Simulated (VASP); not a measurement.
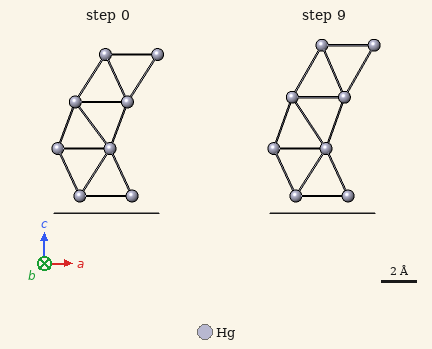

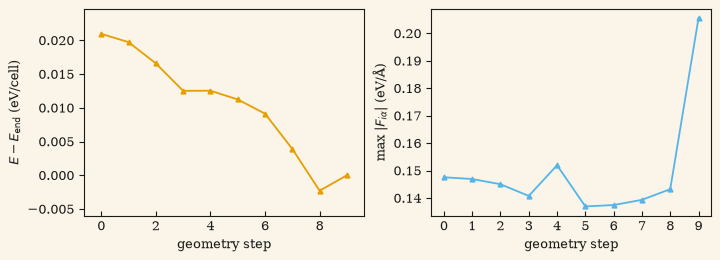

First and last geometry of a relaxation of a slab of composition Hg, with the history of the run. Style: ball-and-stick. Shown: the 2 × 2 repeat of the cell, outlined in the plane, without the vacuum, along the b axis.

The run lets the atoms move in a fixed cell. 2 atoms are held fixed.

Level of theory: Kohn-Sham DFT of a periodic cell, PBE with D3, VASP PAW PBE potentials, recommended (VASP 6.6.1).

Input
```
SYSTEM = Hg
  PREC = Accurate
  ENCUT = 520
  EDIFF = 1E-7
  ISMEAR = 0
  SIGMA = 0.05
  LREAL = .False.
  LASPH = .True.
  NELM = 80
  ALGO = Normal
  ISIF = 2
  LWAVE = .False.
  LCHARG = .False.
  LDIPOL = .True.
  IDIPOL = 3
  DIPOL = 0.5 0.5 0.500
  GGA = PE
  IVDW = 11
  IBRION = 2
  NSW = 60
  EDIFFG = -0.01
```

Command:
```bash
cat potpaw_PBE.64/Hg/POTCAR > POTCAR
mpirun -np 1 vasp_std > vasp.out
```

Read the history and describe the run.

The run was cut off at its time limit before the relaxation converged, so the last structure is only a point on the way. A Hg atom moves most: 0.54 Å along the normal (+c). The cell doesn't change. Among the contacts that change: Hg–Hg 3.610 → 3.932 Å, Hg–Hg 3.340 → 3.660 Å, Hg–Hg 3.277 → 3.524 Å, Hg–Hg 3.351 → 3.559 Å. The energy falls by 21.0 meV per cell of the calculation in 9 geometry steps. The largest force component goes from 0.15 to 0.21 eV/Å.
